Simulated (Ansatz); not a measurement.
# YPO4 (I4_1/amd): the gap up the ladder of methods

What gap does each level of theory give for YPO4 (I4_1/amd), and in what time?

Method: density functionals, hybrids and G0W0, plane waves, PAW, in Ansatz 0.2.0.

The database entry behind the starting cell differs from later determinations by our own check (impure mineral, about 0.2 % long), so it need not match the best structure at ambient conditions.

**1. Starting point**

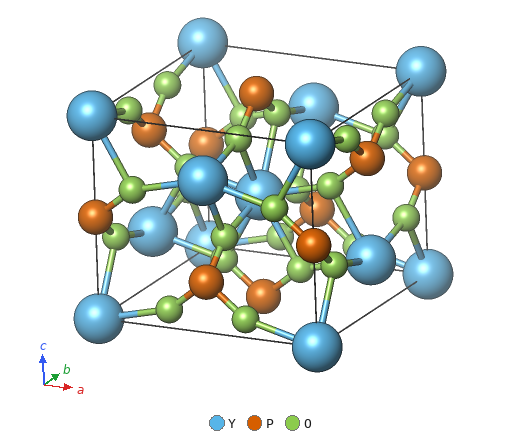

Start, viewed slightly off an axis; yttrium blue, phosphorus orange, oxygen green. This picture shows the conventional cell, with its axes. Some periodic images of atoms are drawn too.

The cell and positions come from the Crystallography Open Database and are kept as given unless a step says otherwise. The default PAW set here is soft_2. Its files were made with PBE.

**2. LDA on the 6×6×6 mesh**

This step: DFT, LDA, plane waves, PAW.

input.yaml reads:

```yaml
crystal:
  lattice:
    - [-3.44735, 3.44735, 3.0138]
    - [3.44735, -3.44735, 3.0138]
    - [3.44735, 3.44735, -3.0138]
  atoms:
    - { symbol: "Y", position: [0.75, 0.25, 0.5] }
    - { symbol: "Y", position: [0.0, 0.0, 0.0] }
    - { symbol: P, position: [0.5, 0.5, 0.0] }
    - { symbol: P, position: [0.25, 0.75, 0.5] }
    - { symbol: O, position: [0.1661, 0.3408, 0.8253] }
    - { symbol: O, position: [0.0908, 0.7655, 0.6747] }
    - { symbol: O, position: [0.5155, 0.3408, 0.1747] }
    - { symbol: O, position: [0.0908, 0.4161, 0.3253] }
    - { symbol: O, position: [0.5839, 0.9092, 0.6747] }
    - { symbol: O, position: [0.6592, 0.8339, 0.1747] }
    - { symbol: O, position: [0.2345, 0.9092, 0.3253] }
    - { symbol: O, position: [0.6592, 0.4845, 0.8253] }
kpoints:
  mp_grid: { grid: [6, 6, 6] }
  band_path:
    path:
      - [0.0, 0.0, 0.0]
      - [0.0, 0.0, 0.5]
      - [-0.5, 0.5, 0.5]
      - [0.44107247, 0.44107247, -0.44107247]
      - [-0.44107247, 0.55892753, 0.44107247]
      - [0.25, 0.25, 0.25]
      - [0.0, 0.5, 0.0]
      - [0.0, 0.0, 0.35]
      - [0.0, 0.0, 0.1666666667]
    npoints: 1
hamiltonian:
  xc: lda
scf:
  occupations: { method: fixed }
  n_extra_bands: 8
output:
  eigenvalues: true
  forces: true
  stress: true
```

Run with:

```
> ansatz run input.yaml --threads 24 --pin off --max-ram 82944MiB --backend cuda --events-out ev --progress --plain --runs-dir out --devices 1 --max-vram 78GiB
```

Numbers of over 12 decimals in the logs are rounded to 6 here.

The log of the run:

```text
scf.n_extra_bands = 8 over 40 filled bands (N_el = 80.0): the run solves 48 bands
GPUs: using 1 of 1 available (devices: 1).
Engine: ansatz 0.2.0, aarch64-unknown-linux-gnu
Pseudopotentials: kind: paw
Pseudopotential: Y, paw, valence charge 11, recommended cutoff 420 eV (normal), Y.paw.azcp
Pseudopotential: P, paw, valence charge 5, recommended cutoff 420 eV (normal), P.paw.azcp
Pseudopotential: O, paw, valence charge 6, recommended cutoff 420 eV (normal), O.paw.azcp
Functional definition: SPW92
  exchange = slater_x
  correlation = pw_c
device memory: the entry about to start is reckoned to put 2.9 GiB on a device that reports 172.2 GiB free (of which the cap on the GPU budget leaves the run 78.0 GiB)
GPU FFT provider: cuFFT
GPU libraries: cuBLAS 13.8.1, cuFFT 12.4.0, cuSOLVER 12.3.2
GPU matrix products: emulated (plane waves: as basis.precision tells), large ones in fixed point in workspaces of 1.00 GiB
Crystal: 12 atoms, lattice volume = 143.267 Å³
Basis set: ecut = 420 eV, 2783 PW (Γ)
Bands: 48, of which v1, the nominal top of the filled ones, is band 40 counted from 1 (39 counted from 0)
Symmetry: 16 space group operations
Space group: I41/amd (ITA 141), of the structure as read, at distance tolerance 5.2e-5 Å
k-points: 30 of 216
Non-local potential: Y, projectors of the file, l = 0: 3, l = 1: 2, l = 2: 2, l = 3: 1
Non-local potential: P, projectors of the file, l = 0: 2, l = 1: 2, l = 2: 2
Non-local potential: O, projectors of the file, l = 0: 2, l = 1: 2, l = 2: 1
PAW form: soft (Blöchl's): semilocal exchange-correlation on the pseudo side does not see the compensation charge
PAW frozen core: Y, regenerated for the run's functional, and the local potential with it (the file was generated under x = pbe(κ = 0.804, μ = 0.219515), c = pbe(β = 0.066725))
PAW frozen core: P, regenerated for the run's functional, and the local potential with it (the file was generated under x = pbe(κ = 0.804, μ = 0.219515), c = pbe(β = 0.066725))
PAW frozen core: O, regenerated for the run's functional, and the local potential with it (the file was generated under x = pbe(κ = 0.804, μ = 0.219515), c = pbe(β = 0.066725))
PAW one-centre angular grid: Y, 590 points (default); XC on 64 Gauss nodes
PAW one-centre angular grid: P, 110 points (default); XC on 64 Gauss nodes
PAW one-centre angular grid: O, 110 points (default); XC on 64 Gauss nodes
Initial density: superposition of atomic densities (neutral atoms: chi_scale 0, normalization atom), corrected by the library's trained network
Initial wavefunctions: pseudopotential atomic-orbital guess
GPU buffer pool allocated for 64000 grid points (all kernels)
GPU transforms: local potential and band sums: pruned to the plane-wave sphere, on 40×40×40
Functional: x = slater, c = lda
SCF iter   1: F=—  HF=-13402.802383 eV  |F-HF|=—  |Δ(HF+E_count)|=         —  Δρ=1.54e-2  dr2=2.89e-1  ethr=1.77e-3  ⟨swp⟩=5.6  Hψ=5869  notcnv=0  defer=167
preconditioner: auto → Resta (q_TF=auto, 2.476 Å⁻¹)  ε∞=3.9  [insulator: Δε(μ)=5.557 eV  Ē_g=15.823 eV  n_scr=42 (ndim 8)  ℏωp=27.0 eV  f_vac=0.038  ε∞_Penn≈3.9]
SCF iter   2: F=—  HF=-13402.725770 eV  |F-HF|=—  |Δ(HF+E_count)|=   7.66e-2  Δρ=4.08e-3  dr2=9.19e-3  ethr=3.61e-4  ⟨swp⟩=2.7  Hψ=2506  notcnv=0  defer=179
SCF iter   3: F=—  HF=-13402.724152 eV  |F-HF|=—  |Δ(HF+E_count)|=   1.62e-3  Δρ=2.04e-3  dr2=3.30e-3  ethr=1.15e-5  ⟨swp⟩=3.1  Hψ=2198  notcnv=0  defer=179
SCF iter   4: F=—  HF=-13402.723368 eV  |F-HF|=—  |Δ(HF+E_count)|=   7.84e-4  Δρ=1.82e-4  dr2=4.46e-5  ethr=4.12e-6  ⟨swp⟩=2.7  Hψ=2424  notcnv=0  defer=179
SCF iter   5: F=—  HF=-13402.723278 eV  |F-HF|=—  |Δ(HF+E_count)|=   9.03e-5  Δρ=3.95e-5  dr2=2.93e-6  ethr=5.57e-8  ⟨swp⟩=2.6  Hψ=2477  notcnv=0  defer=175
SCF iter   6: F=—  HF=-13402.723278 eV  |F-HF|=—  |Δ(HF+E_count)|=   3.10e-7  Δρ=9.42e-6  dr2=1.28e-7  ethr=3.67e-9  ⟨swp⟩=2.3  Hψ=2142  notcnv=0  defer=175
SCF iter   7: F=-13402.723278 eV  HF=-13402.723278 eV  |F-HF|=1.11e-9  |Δ(HF+E_count)|=   1.82e-8  Δρ=1.69e-6  dr2=3.18e-9  ethr=1.25e-10  ⟨swp⟩=17.4  Hψ=8260  notcnv=0
SCF 1 converged in 7 iterations: F = -13402.723278 eV  dr2 = 3.18e-9
[...]
device memory: the entry about to start is reckoned to put 7.4 GiB on a device that reports 172.1 GiB free (of which the cap on the GPU budget leaves the run 78.0 GiB)
NSCF: frozen V_eff on 9 k-points
SCF converged after 7 iterations
Free energy (F): -13402.723278 eV
Harris-Foulkes:  -13402.723278 eV  (|F-HF|=1.11e-9)
Internal energy: -13402.723278 eV  (E = F + TS)
E sigma→0 (E₀):  -13402.723278 eV
Fermi energy:    6.416248 eV
--- Per-component energies (eV) ---
  E_band       = -318.048704
  E_kinetic    = 2182.351066
  E_local      = -4263.788993  (includes V_loc(G=0)·N_el)
  E_nonlocal   = 570.393351
  E_hartree    = 1449.240982
  E_xc         = -1054.450022
  E_vxc        = -1276.162567  (∫ρ·V_xc dr)
  E_paw        = -7710.258103  (= ΣΔE_a)
  E_vpaw       = -429.344408  (= ΣTr[D̂ρ^β])
  E_aug_tail   = 0.020632  (compensation charges beyond the density's cutoff)
  E_ewald      = -4577.901437
  E_core_change = 1.669246  (= ΣΔE_core)
  E_smearing   = -0.000000  (= −TS)
  E_closure    = -0.000000  (closes the sum)
  Σ components = -13402.723278   (vs F -13402.723278, Δ=0.00e0)
--- Forces (eV/Å), atoms counted from 1 ---
  atom   1  Y      0.00000000    -0.00000000     0.00000000
  atom   2  Y      0.00000000    -0.00000000     0.00000000
  atom   3  P     -0.00000000     0.00000000     0.00000000
  atom   4  P      0.00000000    -0.00000000     0.00000000
  atom   5  O      0.00000000    -0.13587209    -0.23614348
  atom   6  O      0.13587209    -0.00000000    -0.23614348
  atom   7  O      0.00000000     0.13587209    -0.23614348
  atom   8  O     -0.13587209     0.00000000    -0.23614348
  atom   9  O      0.00000000     0.13587209     0.23614348
  atom  10  O      0.13587209    -0.00000000     0.23614348
  atom  11  O      0.00000000    -0.13587209     0.23614348
  atom  12  O     -0.13587209     0.00000000     0.23614348
  max |Σ_I F_I| component: 1.11e-16 eV/Å
--- Stress (GPa, compression-positive) ---
       -4.489020       0.000000       0.000000
        0.000000      -4.489020      -0.000000
       -0.000000      -0.000000      -5.477612
  P = ⅓ Tr σ = -4.8186 GPa (-48.186 kbar)
--- Band table (eV; the first three rows and the last of 30) ---
  k-point 0: bands = [... 36 lower, 5.8970, 5.8970, 5.9082, 6.4162, 12.4300, 12.4757, 13.3285, 13.5673, ... 4 higher]
  k-point 1: bands = [... 36 lower, 5.8645, 5.8777, 5.9096, 6.3271, 12.3445, 12.7177, 13.1213, 13.4868, ... 4 higher]
  k-point 2: bands = [... 36 lower, 5.7729, 5.8084, 5.9027, 6.1209, 12.2155, 12.6505, 13.2023, 13.4004, ... 4 higher]
  k-point 29: bands = [... 36 lower, 5.3613, 5.3613, 5.7195, 5.7195, 13.0697, 13.0697, 13.6277, 13.6277, ... 4 higher]
```

Elapsed: 1.8 s, on 1 × NVIDIA GB200 (shared by 2 runs) with 24 threads of Arm Neoverse V2, shared host; peak memory 1.1 GiB.

In the SCF lines HF is the Harris–Foulkes energy and dr2 the Hartree energy of the density residual, in eV; the loop may stop once dr2 is under the threshold and the program's other checks hold. Hψ counts applications of the Hamiltonian.

This step gave:

```yaml
pressure: -4.819 GPa
gap: 5.798 eV
valence_top_at: Γ
conduction_bottom_at: k = (0.000, 0.000, 0.350)
least_direct_gap: 6.014 eV
```

Over mesh and listed points the gap is 5.798 eV, from k = Γ to k = (0.000, 0.000, 0.350). The least direct gap found is 6.014 eV, at k = Γ. The pressure in this cell is -5 GPa; the cell is kept.

**3. r2SCAN on the 6×6×6 mesh**

Levels along a band path and on the mesh show where this functional puts the band edges.

This step: DFT, r2SCAN, plane waves, PAW.

input.yaml, the sections that differ from step 2:

```yaml
kpoints:
  mp_grid: { grid: [6, 6, 6] }
  band_path:
    path:
      - [[0.0, 0.0, 0.0], [0.0, 0.0, 0.5], [-0.5, 0.5, 0.5], [0.0, 0.0, 0.0], [0.44107247, 0.44107247, -0.44107247]]
      - [[-0.44107247, 0.55892753, 0.44107247], [-0.5, 0.5, 0.5]]
      - [[0.0, 0.0, 0.5], [0.25, 0.25, 0.25], [0.0, 0.5, 0.0], [0.0, 0.0, 0.0]]
    npoints: 10
hamiltonian:
  xc: r2scan
scf:
  occupations: { method: fermi_dirac, width: 0.02 }
  n_extra_bands: 8
# crystal, output: as in step 2
```

The log of the run:

```text
[...]
GPUs: using 1 of 1 available (devices: 1).
[...]
GPU FFT provider: cuFFT
GPU libraries: cuBLAS 13.8.1, cuFFT 12.4.0, cuSOLVER 12.3.2
[...]
Crystal: 12 atoms, lattice volume = 143.267 Å³
Basis set: ecut = 500 eV, 3683 PW (Γ), exchange–correlation on 180×180×180 points (64 copies of the dense FFT grid, shifted against one another)
Bands: 48, of which v1, the nominal top of the filled ones, is band 40 counted from 1 (39 counted from 0)
Symmetry: 16 space group operations
[...]
k-points: 30 of 216
[...]
GPU buffer pool allocated for 91125 grid points (all kernels)
[...]
SCF iter   1: F=—  HF=-13805.025945 eV  |F-HF|=—  |Δ(HF+E_count)|=         —  Δρ=9.35e-3  dr2=1.31e-1  dr2_τ=1.05e0  ethr=1.77e-3  ⟨swp⟩=10.6  Hψ=7501  notcnv=0
[...]
atom   7  O      0.00000000     0.03548062    -0.02519242
  atom   8  O     -0.03548062     0.00000000    -0.02519242
  atom   9  O      0.00000000     0.03548062     0.02519242
  atom  10  O      0.03548062    -0.00000000     0.02519242
  atom  11  O      0.00000000    -0.03548062     0.02519242
  atom  12  O     -0.03548062     0.00000000     0.02519242
  max |Σ_I F_I| component: 1.73e-17 eV/Å
--- Stress (GPa, compression-positive) ---
        0.493428       0.000000      -0.000000
        0.000000       0.493428      -0.000000
        0.000000      -0.000000       0.257789
  P = ⅓ Tr σ = 0.4149 GPa (4.149 kbar)
--- Band table (eV; the first three rows and the last of 30) ---
  k-point 0: bands = [... 36 lower, 5.8343, 5.8531, 5.8531, 6.3510, 13.1732, 13.2587, 13.9975, 14.4016, ... 4 higher]
  k-point 1: bands = [... 36 lower, 5.8189, 5.8308, 5.8393, 6.2640, 13.0580, 13.5282, 13.8155, 14.2486, ... 4 higher]
  k-point 2: bands = [... 36 lower, 5.7235, 5.7562, 5.8366, 6.0595, 12.9444, 13.3712, 13.9517, 14.1505, ... 4 higher]
  k-point 29: bands = [... 36 lower, 5.3369, 5.3369, 5.6696, 5.6696, 13.7473, 13.7473, 14.3707, 14.3707, ... 4 higher]
[key lines of the parts left out:]
SCF converged after 7 iterations
Free energy (F): -13805.296163 eV
Fermi energy:    9.641098 eV
```

Wall time 2 s (1 × NVIDIA GB200 (shared by 2 runs) with 24 threads); peak memory 1.2 GiB.

This step gave:

```
pressure             : 0.4149 GPa
filled bands         : 40
gap                  : 6.593 eV
valence top at       : Γ
conduction bottom at : k = (0.000, 0.000, 0.350)
least direct gap     : 6.794 eV
```

Over mesh and path the gap is 6.593 eV, from k = Γ to k = (0.000, 0.000, 0.350). The least direct gap found is 6.794 eV, at k = (0.000, 0.000, 0.167). r2SCAN against LDA: 6.593 − 5.798 = +0.795 eV. The runs also differ in plane-wave cutoff (420 eV and 500 eV), so how much of this comes from the functional alone is not known.

**4. r2SCAN+SOC on the 6×6×6 mesh**

This run has two-component orbitals with spin-orbit coupling.

This step: DFT, r2SCAN with spin-orbit coupling, plane waves, PAW.

input.yaml, the sections that differ from step 3:

```yaml
kpoints:
  mp_grid: { grid: [6, 6, 6] }
  band_path:
    path:
      - [0.0, 0.0, 0.0]
      - [0.0, 0.0, 0.5]
      - [-0.5, 0.5, 0.5]
      - [0.44107247, 0.44107247, -0.44107247]
      - [-0.44107247, 0.55892753, 0.44107247]
      - [0.25, 0.25, 0.25]
      - [0.0, 0.5, 0.0]
      - [0.0, 0.0, 0.35]
      - [0.0, 0.0, 0.1666666667]
    npoints: 1
scf:
  occupations: { method: fixed }
  n_extra_bands: 16
magnetization:
  noncollinear: true
  spin_orbit: true
# crystal, hamiltonian, output: as in step 3
```

The log of the run:

```text
[...]
GPUs: using 1 of 1 available (devices: 1).
[...]
non-collinear run that drives no moment, with spin-orbit: no starting moment large enough to seed its density (crystal.atoms[].spin), no starting occupations that ask for one, no magnetisation constraint and no magnetic field, so the semilocal B_xc is pinned to zero
concurrent solve slots: 15 of 24 are kept, ahead of what memory takes: no pass of the eigensolver takes more rounds on 15
[...]
atom   9  O      0.00000000     0.03586906     0.02551287
  atom  10  O      0.03586906    -0.00000000     0.02551287
  atom  11  O      0.00000000    -0.03586906     0.02551287
  atom  12  O     -0.03586906    -0.00000000     0.02551287
  max |Σ_I F_I| component: 1.73e-17 eV/Å
--- Stress (GPa, compression-positive) ---
        0.495345       0.000000      -0.000000
        0.000000       0.495345      -0.000000
        0.000000      -0.000000       0.260342
  P = ⅓ Tr σ = 0.4170 GPa (4.170 kbar)
--- Band table (eV; the first three rows and the last of 30) ---
[...]
[key lines of the parts left out:]
SCF converged after 8 iterations
```

Elapsed: 2.5 s, on 1 × NVIDIA GB200 (shared by 2 runs) with 24 threads; peak memory 1.4 GiB; 17 s of CPU time.

This step gave:

- pressure: 0.4170 GPa
- gap: 6.593 eV
- valence top at: Γ
- conduction bottom at: k = (0.000, 0.000, 0.350)
- least direct gap: 6.794 eV

Over mesh and listed points the gap is 6.593 eV, from k = Γ to k = (0.000, 0.000, 0.350). The least direct gap found is 6.794 eV, at k = (0.000, 0.000, 0.167). r2SCAN+SOC against r2SCAN: 6.593 − 6.593 = +0.000 eV, with the same mesh, set of files (read in its fully relativistic form for the spin-orbit run) and cutoff, and both edges at the same k points. The spin-orbit run sees mesh and listed points alone, so its gap is an upper bound: the coupling can move an edge off these points, and the change over the zone, its sign included where it is small, is not known.

**5. HSE06 on the 4×4×4 mesh**

HSE06 mixes in a quarter of exact exchange at short range.

This step: DFT, HSE06, plane waves, PAW.

Edit input.yaml of step 4 so:

```diff
@@ -19,3 +19,3 @@
 kpoints:
-  mp_grid: { grid: [6, 6, 6] }
+  mp_grid: { grid: [4, 4, 4] }
   band_path:
@@ -33,12 +33,7 @@
 hamiltonian:
-  xc: r2scan
+  xc: hse06
 scf:
   occupations: { method: fixed }
-  n_extra_bands: 16
-magnetization:
-  noncollinear: true
-  spin_orbit: true
+  n_extra_bands: 8
 output:
   eigenvalues: true
-  forces: true
-  stress: true
```

The log of the run:

```text
[...]
GPUs: using 1 of 1 available (devices: 1).
[...]
davidson cushion auto → on  (no smearing: the cushion is to keep the highest requested band from converging to the state above it; pin scf.eigensolver.cushion to override)
[...]
Crystal: 12 atoms, lattice volume = 143.267 Å³
Basis set: ecut = 420 eV, 2783 PW (Γ)
Bands: 48, of which v1, the nominal top of the filled ones, is band 40 counted from 1 (39 counted from 0)
[...]
Fermi energy:    5.522927 eV
[...]
--- Band table (eV; the first three rows and the last of 13) ---
  k-point 0: bands = [... 36 lower, 4.9847, 5.0206, 5.0206, 5.5229, 13.5732, 13.6153, 14.5245, 14.7287, ... 4 higher]
  k-point 1: bands = [... 36 lower, 4.9397, 4.9666, 4.9897, 5.3338, 13.3941, 13.9797, 14.2326, 14.5673, ... 4 higher]
  k-point 2: bands = [... 36 lower, 4.7580, 4.7580, 5.0422, 5.0422, 13.4669, 13.4669, 14.5354, 14.5354, ... 4 higher]
  k-point 12: bands = [... 36 lower, 4.4844, 4.4844, 4.8195, 4.8195, 14.2270, 14.2270, 14.7811, 14.7811, ... 4 higher]
[key lines of the parts left out:]
Free energy (F): -13770.114367 eV
```

Elapsed: 7.5 s, on 1 × NVIDIA GB200 (shared by 2 runs) with 24 threads; peak memory 1.5 GiB.

This step gave:

| Item | Value |
| --- | --- |
| gap | 7.829 eV |
| valence top at | Γ |
| conduction bottom at | k = (0.000, 0.000, 0.350) |
| least direct gap | 8.049 eV |
| exact-exchange fraction | 0.25 |

Over mesh and listed points the gap is 7.829 eV, from k = Γ to k = (0.000, 0.000, 0.350). The least direct gap found is 8.049 eV, at k = (0.000, 0.000, 0.167). On the 4×4×4 mesh alone the same run gives 7.871 eV, so that mesh misses an edge of HSE06: 7.871 − 7.829 = +0.042 eV. HSE06 against LDA: 7.829 − 5.798 = +2.031 eV. The runs also differ in mesh (6×6×6 and 4×4×4), so how much of this comes from the functional alone is not known.

**6. PBE0 on the 4×4×4 mesh**

PBE0 mixes in a quarter of exact exchange at all distances.

This step: DFT, PBE0, plane waves, PAW.

Edit input.yaml of step 5 so:

```diff
@@ -33,3 +33,3 @@
 hamiltonian:
-  xc: hse06
+  xc: pbe0
 scf:
```

The log of the run:

```text
[...]
GPUs: using 1 of 1 available (devices: 1).
[...]
Crystal: 12 atoms, lattice volume = 143.267 Å³
Basis set: ecut = 420 eV, 2783 PW (Γ)
Bands: 48, of which v1, the nominal top of the filled ones, is band 40 counted from 1 (39 counted from 0)
Symmetry: 16 space group operations
[...]
k-points: 13 of 64
[...]
Fermi energy:    5.118612 eV
[...]
--- Band table (eV; the first three rows and the last of 13) ---
  k-point 0: bands = [... 36 lower, 4.5794, 4.6162, 4.6162, 5.1186, 13.9272, 13.9932, 14.9111, 15.0994, ... 4 higher]
  k-point 1: bands = [... 36 lower, 4.5352, 4.5629, 4.5848, 4.9282, 13.7675, 14.3534, 14.6074, 14.9457, ... 4 higher]
  k-point 2: bands = [... 36 lower, 4.3532, 4.3532, 4.6359, 4.6359, 13.8400, 13.8400, 14.9130, 14.9130, ... 4 higher]
  k-point 12: bands = [... 36 lower, 4.0692, 4.0692, 4.4141, 4.4141, 14.6107, 14.6107, 15.1613, 15.1613, ... 4 higher]
[key lines of the parts left out:]
Free energy (F): -13770.744750 eV
```

It took 8.5 s on 1 × NVIDIA GB200 (shared by 2 runs) with 24 threads; peak memory 1.3 GiB; 83 s of CPU time.

This step gave:

| Quantity | Value |
| --- | --- |
| gap | 8.606 eV |
| valence top at | Γ |
| conduction bottom at | k = (0.000, 0.000, 0.350) |
| least direct gap | 8.809 eV |
| exact-exchange fraction | 0.25 |

Over mesh and listed points the gap is 8.606 eV, from k = Γ to k = (0.000, 0.000, 0.350). The least direct gap found is 8.809 eV, at k = Γ. On the 4×4×4 mesh alone the same run gives 8.649 eV, so that mesh misses an edge of PBE0: 8.649 − 8.606 = +0.043 eV. PBE0 against HSE06: 8.606 − 7.829 = +0.777 eV, with the same mesh, files and cutoff, and both edges at the same k points.

(Continued in part 2 of 2.)

[Paths, hosts, dates, memory and timing lines, banners, echoed tables and standing remarks are left out of the program output.]

[Logs are printed without paths, hosts, clocks, repeated set-up lines and the standing remarks that a program may print on its own settings, such as how far it seeks lower states.]

[Runs of the session that timed out or met a known fault of the program may be left out.]

[Cells called generated may have been cut or substituted from an entry of the Crystallography Open Database or the Materials Project.]

[Hosts, paths, dates, database ids (printed as entryN), source tags and the programs' standing remarks are cut or masked in the printed files.]

[Where an RPA ε∞ is given, it is that of the G0W0 mesh and is not shown converged in it. Names of k-points follow the symmetry that the program found, which can be lower than the space group named. Band edges on a path are those of the sampled points; other points can move an edge, and change direct to indirect where valleys lie close.]

[Hybrid gaps are those of their k-mesh and are not shown converged in it.]
